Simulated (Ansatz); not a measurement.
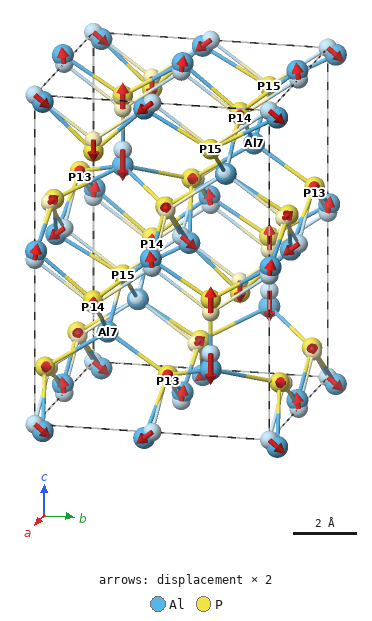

A relaxation of a defect cell of composition Al7P8 (cell charge −3) (started half-way along a vacancy jump, in the symmetry of that start). The starting structure is drawn faded, the final one solid; red arrows show the displacements, magnified 2 times.

The picture is a ball-and-stick view of the conventional cell (2 times the calculation's cell), seen slightly off an axis. Lengths and directions refer to the drawn axes.

Method: Ansatz, DFT PBE, scalar-relativistic, plane waves, PAW. (plane-wave cutoff 420 eV; k-point mesh 4 × 4 × 4; occupations gaussian; smearing width 0.05 eV; no spin polarisation; atoms relaxed in a fixed cell; force threshold 0.02 eV/Å; at most 60 steps)

Question: What did the optimiser do to the structure, and how much energy did it gain?

Answer: The energy falls by 17.552 eV per cell of the calculation in 6 geometry steps. Largest force component: 62 eV/Å at the start, 0.01 eV/Å at the end. The largest move is that of an Al atom, 0.52 Å along −c. By element the largest moves are Al 0.52 Å, P 0.44 Å. The lattice vectors keep their values. Some distances before and after: Al–P 1.377 → 2.341 Å, Al–P 3.078 → 2.654 Å, Al–P 2.385 → 2.518 Å, Al–P 2.385 → 2.282 Å. Among the angles between lasting bonds that change: P–Al–P 109.5° → 91.1°, P–Al–P 109.5° → 124.8°, Al–P–Al 109.5° → 95.1°. Cost: 110 s on 4 threads of Arm Neoverse N1 (shared host), peak memory 0.82 GiB.

Limits of the set-up: the periodic images lie only 7.8 Å apart, so the values are limited by the cell's size; the cell is charged, on a uniform background, and energies carry no finite-size correction.
